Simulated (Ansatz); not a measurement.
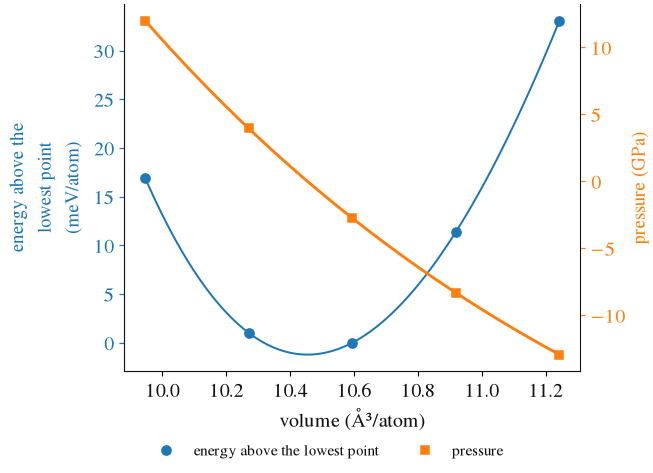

Figure. Energy above the lowest point and pressure against volume for Ni, space group Fm-3m (No. 225) (one of a set of cubic test structures, which need not be the stable phase).

A third-order Birch–Murnaghan fit gives V0 = 10.45 Å³/atom, B0 = 213 GPa and B′ = 4.9. The energy above the lowest point is 16.9 meV/atom at volume 9.95 Å³/atom and 33.1 meV/atom at 11.24 Å³/atom; the lowest computed point is at volume 10.59 Å³/atom (0.0 meV/atom). The pressure falls from 12.0 GPa at volume 9.95 Å³/atom to −12.9 GPa at 11.24 Å³/atom, and changes sign near 10.46 Å³/atom.

Computed with Ansatz 0.2.0 development build: equation of state of a cubic crystal from periodic Kohn-Sham density functional theory without spin, third-order Birch-Murnaghan fit to the free energies; pressure corrected for the finite basis. Level: HSE06.

```json
{"setting": "structure type", "value": "fcc"}
{"setting": "atoms in cell", "value": "1"}
{"setting": "space group number", "value": "225"}
{"setting": "lattice centring", "value": "face-centred primitive"}
{"setting": "k mesh", "value": "6×6×6"}
{"setting": "occupation method", "value": "Fermi–Dirac"}
{"setting": "occupation width", "value": "0.1 eV"}
{"setting": "wave cutoff", "value": "700 eV"}
{"setting": "datasets", "value": "hard PAW"}
{"setting": "density tolerance", "value": "0 eV"}
{"setting": "bands", "value": "13"}
{"setting": "density cutoff ratio", "value": "4"}
{"setting": "search for lower states", "value": "default"}
{"setting": "exchange singularity", "value": "regularized"}
```

Note: coarse k-mesh, values are not converged in k; known magnet treated without spin, far from its ground state; pseudopotentials made with PBE, not this functional.

One of the inputs:
```
crystal:
  lattice:
    - [0.0, 1.743221121606, 1.743221121606]
    - [1.743221121606, 0.0, 1.743221121606]
    - [1.743221121606, 1.743221121606, 0.0]
  atoms:
    - { symbol: Ni, position: [0.0, 0.0, 0.0] }
kpoints:
  mp_grid: { grid: [6, 6, 6] }
hamiltonian:
  xc: hse06
  pseudopotentials:
    kind: paw
    azcp:
      Ni: "pseudopotentials/pbe/paw/ansatz_paw_generated_hard_1/Ni.paw.azcp"
scf:
  occupations: { method: fermi_dirac, width: 0.1 }
  convergence: { dr2_threshold: "1e-10 eV" }
  exx: { energy_threshold: "1e-8 eV", singularity: regularized }
output:
  forces: true
  stress: true
  eigenvalues: true
```

Run as:
```bash
ansatz run input.yaml --threads 2
```
